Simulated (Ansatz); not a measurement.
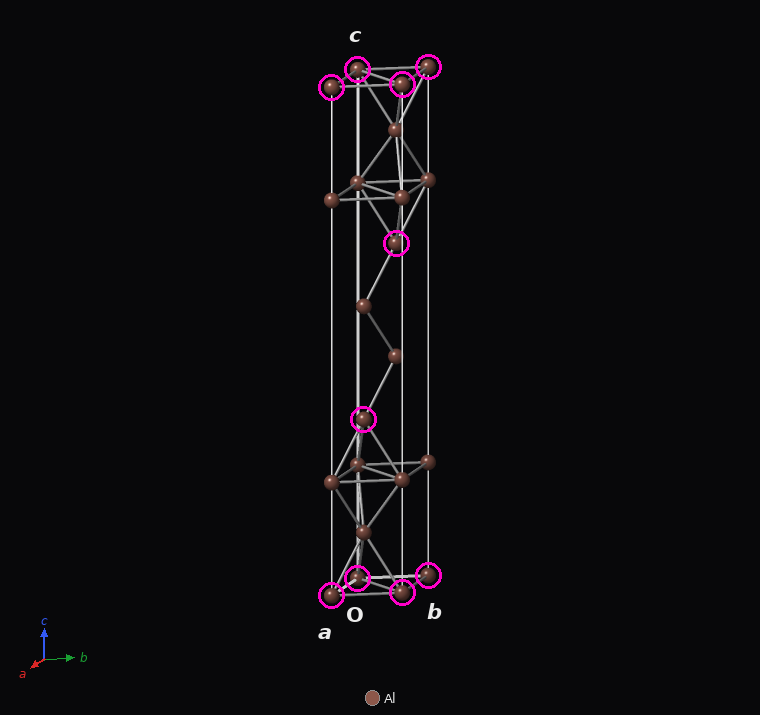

Crystal: Al, the geometry relaxed with DFT PBEsol, scalar-relativistic, plane waves, PAW in Ansatz; the starting structure was generated, so it need not be a known form of this composition. One unit cell; the ringed atoms, with their copies on corners, edges and faces, form one crystallographic orbit. Geometry calculated from the standardised cell; symmetry tolerance 0.002 Å.

a = 2.838 Å, b = 2.838 Å, c = 21.028 Å, α = 90.00°, β = 90.00°, γ = 120.00°; space group R-3m, No. 166, hexagonal axes.

### Which Wyckoff position do the ringed atoms fill?

Al on 3a, site symmetry -3m: 36 operations a cell over 12 that keep the site give 3 atoms, with 0 free parameters.

### List their coordinates.

(0, 0, 0); (2/3, 1/3, 1/3); (1/3, 2/3, 2/3).
